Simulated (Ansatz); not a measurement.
**Geometry relaxation, with input and output: SiC (part 2 of 2)**

The same run, continued: SiC (12 atoms in the cell); DFT LDA, scalar-relativistic, plane waves, PAW, no spin polarisation (Ansatz 0.2.0); cutoff 420 eV, 12×12×2 k-mesh, Gaussian smearing of 0.02 eV. The structure derives from a Materials Project entry.

Geometry of the input (Å; fractional positions):
```
3.0766  0.0000  0.0000
-1.5383  2.6644  0.0000
0.0000  0.0000  15.0981
Si 0.3333  0.6667  0.8330
Si 0.6667  0.3333  0.3330
Si 0.6667  0.3333  0.6665
Si 0.3333  0.6667  0.1665
Si 0.0000  0.0000  0.4997
Si 0.0000  0.0000  0.9997
C  0.0000  0.0000  0.8744
C  0.0000  0.0000  0.3744
C  0.3333  0.6667  0.7080
C  0.6667  0.3333  0.2080
C  0.6667  0.3333  0.5415
C  0.3333  0.6667  0.0415
```

```
basis re-selected at this cell: Δ(F+E_penalty+E_count) = +4.653e-3 eV, ΔP = -0.064 GPa vs the last step (what re-selecting the basis moved, of the pressure what is left beyond the Pulay correction that the steps carried, after the strain that the cell walked since its last selection, with what the two solves' SCF thresholds leave and, on support functions, any second-order correction that the steps lacked; it is no measure of the basis error at this ecutwfc). This SCF's stress stands 3.75e-2 GPa from its target on what of the cell is left free (relax.cell.stress_tol is 5.00e-2 GPa) and its largest allowed force component is 8.21e-4 eV/Å (relax.f_tol is 5.00e-3 eV/Å): within both
SCF converged after 6 iterations
Free energy (F): -5113.218009 eV
Harris-Foulkes:  -5113.218009 eV  (|F-HF|=9.09e-13)
Internal energy: -5113.218009 eV  (E = F + TS)
E sigma→0 (E₀):  -5113.218009 eV
Fermi energy:    10.532457 eV
--- Per-component energies (eV) ---
  E_band       = 171.902482
  E_kinetic    = 820.798952
  E_local      = -631.874646  (includes V_loc(G=0)·N_el)
  E_nonlocal   = 325.076036
  E_hartree    = 190.268994
  E_xc         = -630.509067
  E_vxc        = -659.098486  (∫ρ·V_xc dr)
  E_paw        = -3468.479876  (= ΣΔE_a)
  E_vpaw       = -63.537454  (= ΣTr[D̂ρ^β])
  E_aug_tail   = 0.000092  (compensation charges beyond the density's cutoff)
  E_ewald      = -1719.381473
  E_core_change = 0.882979  (= ΣΔE_core)
  E_smearing   = -0.000000  (= −TS)
  E_closure    = -0.000000  (closes the sum)
  Σ components = -5113.218009   (vs F -5113.218009, Δ=0.00e0)
--- Forces (eV/Å), atoms counted from 1 ---
  atom   1  Si    -0.00000000    -0.00000000    -0.00006587
  atom   2  Si     0.00000000     0.00000000    -0.00006587
  atom   3  Si    -0.00000000    -0.00000000    -0.00009182
  atom   4  Si     0.00000000     0.00000000    -0.00009182
  atom   5  Si    -0.00000000    -0.00000000     0.00082815
  atom   6  Si     0.00000000     0.00000000     0.00082815
  atom   7  C      0.00000000    -0.00000000     0.00009393
  atom   8  C     -0.00000000     0.00000000     0.00009393
  atom   9  C      0.00000000     0.00000000    -0.00021891
  atom  10  C     -0.00000000    -0.00000000    -0.00021891
  atom  11  C      0.00000000     0.00000000    -0.00050344
  atom  12  C     -0.00000000    -0.00000000    -0.00050344
  max |Σ_I F_I| component: 8.40e-5 eV/Å
--- Stress (GPa, compression-positive) ---
       -0.014395      -0.000000       0.000000
       -0.000000      -0.014395       0.000000
        0.000000       0.000000      -0.037459
  P = ⅓ Tr σ = -0.0221 GPa (-0.221 kbar)
--- Band table (eV; the first three rows and the last of 38) ---
  k-point 0: bands = ["-5.9859", "-5.4537", "-5.4182", "-3.8859", "-3.8574", "-2.2937", "0.8268", "3.2557", "3.2929", "7.1199", "7.1461", "8.3907", "8.3907", "8.5782", "8.5782", "8.6884", "8.6884", "9.1592", "9.1592", "9.2399", "9.2399", "9.5070", "9.5440", "9.5440", "14.8491", "15.0147", "15.4328", "15.9477", "16.1010", "16.3324", "16.4724", "16.4724", "16.7074", "16.7074", "16.9397", "17.0079"]
  k-point 1: bands = ["-5.8476", "-5.8476", "-4.7651", "-4.7651", "-2.8749", "-2.8749", "1.6293", "1.6293", "5.1897", "5.1897", "8.4501", "8.4501", "8.4501", "8.4501", "8.7842", "8.7842", "8.9025", "8.9025", "8.9025", "8.9025", "9.4478", "9.4478", "9.4478", "9.4478", "14.9144", "14.9144", "15.6614", "15.6614", "16.4238", "16.4238", "16.5662", "16.5662", "16.5662", "16.5662", "16.9619", "16.9619"]
  k-point 2: bands = ["-5.8629", "-5.3324", "-5.2965", "-3.7702", "-3.7416", "-2.1895", "0.9403", "3.3374", "3.3752", "7.0755", "7.1112", "7.7028", "7.9759", "8.0773", "8.1466", "8.3914", "8.4737", "8.7105", "8.7949", "9.0652", "9.1085", "9.1277", "9.4294", "9.4978", "15.1140", "15.3170", "15.5285", "15.9677", "16.1715", "16.1945", "16.4256", "16.6105", "16.7560", "16.8091", "16.8868", "16.9529"]
  k-point 37: bands = ["-1.2952", "-1.2952", "-1.1561", "-1.1561", "-1.1054", "-1.1054", "2.0180", "2.0180", "2.1849", "2.1849", "2.5785", "2.5785", "3.6698", "3.6698", "4.2023", "4.2023", "4.6099", "4.6099", "6.4516", "6.4516", "6.8659", "6.8659", "7.2533", "7.2533", "13.1338", "13.1338", "13.8513", "13.8513", "15.0301", "15.0301", "16.8936", "16.8936", "18.1772", "18.1772", "18.8914", "18.8914"]
--- Relaxed structure (3 steps of the walk, 3 accepted, 1 SCFs on fresh bases) ---
  F+E_penalty+E_count = -5113.21800919 eV   max|allowed force component| = 8.211e-4 eV/Å   (the final SCF, on the basis selected at the relaxed cell)
  cell:  # Å, volume = 121.6757 Å³
    - [3.0592956145939545, 2.8704950775959873e-9, 4.9541568230155744e-36]
    - [-1.529647809782899, 2.649427718489444, -1.9638781132197773e-35]
    - [2.431182700786686e-35, -9.724730803146745e-35, 15.011711771157184]
  atoms:
    - { symbol: Si, position: [0.3333333333333333, 0.6666666666666667, 0.8329904606885441] }
    - { symbol: Si, position: [0.6666666666666665, 0.33333333333333337, 0.33299046068854404] }
    - { symbol: Si, position: [0.6666666666666665, 0.33333333333333337, 0.6665017723910679] }
    - { symbol: Si, position: [0.3333333333333333, 0.6666666666666667, 0.16650177239106778] }
    - { symbol: Si, position: [-2.417049750145078e-34, 5.320828074035887e-34, 0.4997210957863237] }
    - { symbol: Si, position: [-1.0405865771290727e-34, -5.280670877297918e-34, 0.9997210957863238] }
    - { symbol: C, position: [6.66032398428121e-34, -1.4918397203680021e-33, 0.8743700248900872] }
    - { symbol: C, position: [-3.6643918720230726e-34, 1.784987228883752e-33, 0.37437002489008697] }
    - { symbol: C, position: [0.3333333333333333, 0.6666666666666667, 0.7080047639952852] }
    - { symbol: C, position: [0.6666666666666665, 0.33333333333333337, 0.20800476399528509] }
    - { symbol: C, position: [0.6666666666666665, 0.33333333333333337, 0.541512882248693] }
    - { symbol: C, position: [0.3333333333333333, 0.6666666666666667, 0.041512882248692824] }
```

Trajectory as extended XYZ (Å, eV, eV/Å), 4 frames, from step=1 to step=4
```
12
Lattice="3.0766 0.0000 0.0000 -1.5383 2.6644 0.0000 0.0000 0.0000 15.0981" Properties=species:S:1:pos:R:3:forces:R:3 step=1 energy=-5113.19253 pressure_GPa=-3.81
Si    0.0000    1.7763   12.5765    0.0000   0.0000  -0.0021
Si    1.5383    0.8881    5.0275    0.0000   0.0000  -0.0021
Si    1.5383    0.8881   10.0629    0.0000   0.0000  -0.0006
Si    0.0000    1.7763    2.5138    0.0000   0.0000  -0.0006
Si    0.0000    0.0000    7.5450    0.0000   0.0000   0.0022
Si    0.0000    0.0000   15.0940    0.0000   0.0000   0.0022
C     0.0000    0.0000   13.2013    0.0000   0.0000   0.0002
C     0.0000    0.0000    5.6522    0.0000   0.0000   0.0002
C     0.0000    1.7763   10.6894    0.0000   0.0000   0.0030
C     1.5383    0.8881    3.1404    0.0000   0.0000   0.0030
C     1.5383    0.8881    8.1759    0.0000   0.0000  -0.0027
C     0.0000    1.7763    0.6269    0.0000   0.0000  -0.0027
12
Lattice="3.0673 0.0000 0.0000 -1.5337 2.6564 0.0000 0.0000 0.0000 15.0507" Properties=species:S:1:pos:R:3:forces:R:3 step=2 energy=-5113.21512 pressure_GPa=-1.76
Si    0.0000    1.7709   12.5370    0.0000   0.0000  -0.0007
Si    1.5337    0.8855    5.0117    0.0000   0.0000  -0.0007
Si    1.5337    0.8855   10.0313    0.0000   0.0000   0.0002
Si    0.0000    1.7709    2.5059    0.0000   0.0000   0.0002
Si    0.0000    0.0000    7.5213    0.0000   0.0000  -0.0008
Si    0.0000    0.0000   15.0466    0.0000   0.0000  -0.0008
C     0.0000    0.0000   13.1598    0.0000   0.0000   0.0003
C     0.0000    0.0000    5.6345    0.0000   0.0000   0.0003
C     0.0000    1.7709   10.6558    0.0000   0.0000   0.0016
C     1.5337    0.8855    3.1305    0.0000   0.0000   0.0016
C     1.5337    0.8855    8.1502    0.0000   0.0000  -0.0006
C     0.0000    1.7709    0.6248    0.0000   0.0000  -0.0006
12
Lattice="3.0593 0.0000 0.0000 -1.5296 2.6494 0.0000 0.0000 0.0000 15.0117" Properties=species:S:1:pos:R:3:forces:R:3 step=3 energy=-5113.22266 pressure_GPa=0.04
Si    0.0000    1.7663   12.5046    0.0000   0.0000  -0.0001
Si    1.5296    0.8831    4.9988    0.0000   0.0000  -0.0001
Si    1.5296    0.8831   10.0053    0.0000   0.0000  -0.0001
Si    0.0000    1.7663    2.4995    0.0000   0.0000  -0.0001
Si    0.0000    0.0000    7.5017    0.0000   0.0000   0.0008
Si    0.0000    0.0000   15.0075    0.0000   0.0000   0.0008
C     0.0000    0.0000   13.1258    0.0000   0.0000   0.0001
C     0.0000    0.0000    5.6199    0.0000   0.0000   0.0001
C     0.0000    1.7663   10.6284    0.0000   0.0000  -0.0002
C     1.5296    0.8831    3.1225    0.0000   0.0000  -0.0002
C     1.5296    0.8831    8.1290    0.0000   0.0000  -0.0004
C     0.0000    1.7663    0.6232    0.0000   0.0000  -0.0004
12
Lattice="3.0593 0.0000 0.0000 -1.5296 2.6494 0.0000 0.0000 0.0000 15.0117" Properties=species:S:1:pos:R:3:forces:R:3 step=4 energy=-5113.21801 pressure_GPa=-0.02
Si    0.0000    1.7663   12.5046    0.0000   0.0000  -0.0001
Si    1.5296    0.8831    4.9988    0.0000   0.0000  -0.0001
Si    1.5296    0.8831   10.0053    0.0000   0.0000  -0.0001
Si    0.0000    1.7663    2.4995    0.0000   0.0000  -0.0001
Si    0.0000    0.0000    7.5017    0.0000   0.0000   0.0008
Si    0.0000    0.0000   15.0075    0.0000   0.0000   0.0008
C     0.0000    0.0000   13.1258    0.0000   0.0000   0.0001
C     0.0000    0.0000    5.6199    0.0000   0.0000   0.0001
C     0.0000    1.7663   10.6284    0.0000   0.0000  -0.0002
C     1.5296    0.8831    3.1225    0.0000   0.0000  -0.0002
C     1.5296    0.8831    8.1290    0.0000   0.0000  -0.0005
C     0.0000    1.7663    0.6232    0.0000   0.0000  -0.0005
```

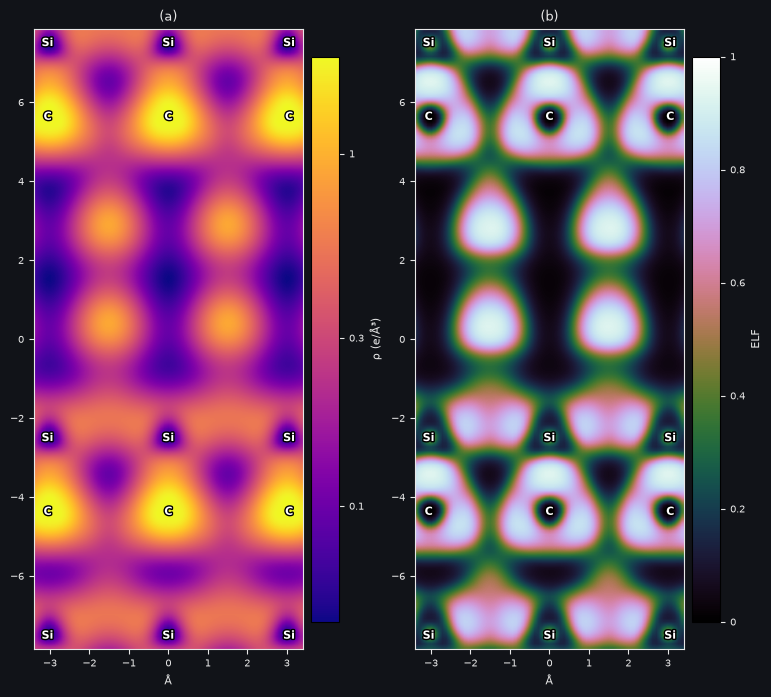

*(a) valence charge density (pseudo); (b) ELF on the (100) plane of the conventional cell.*

The plane passes through Si and C nuclei. Away from the nuclei the density in this plane falls to 0.05 e/Å³ at its lowest. The fields are those of the smooth PAW valence density.

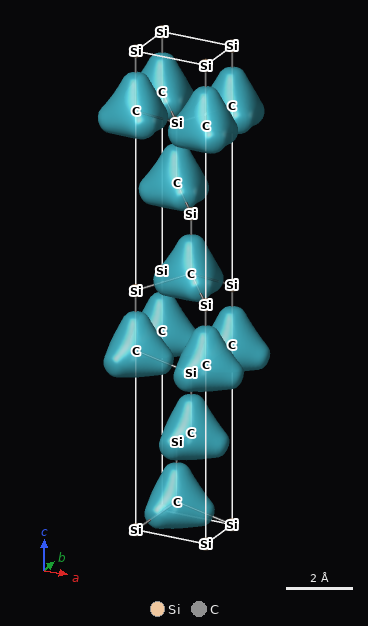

*Isosurface of the valence pseudo-density at 0.6 e/Å³ (cyan), seen slightly off an axis. Sticks mark near contacts. The outline is the cell set on symmetry axes.*

At this value the density breaks into separate islands; it holds about 45 % of the electrons treated as valence. On the grid the lowest density along these lines, outside the cores, is 0.72 e/Å³ (Si–C, 1.87 Å).
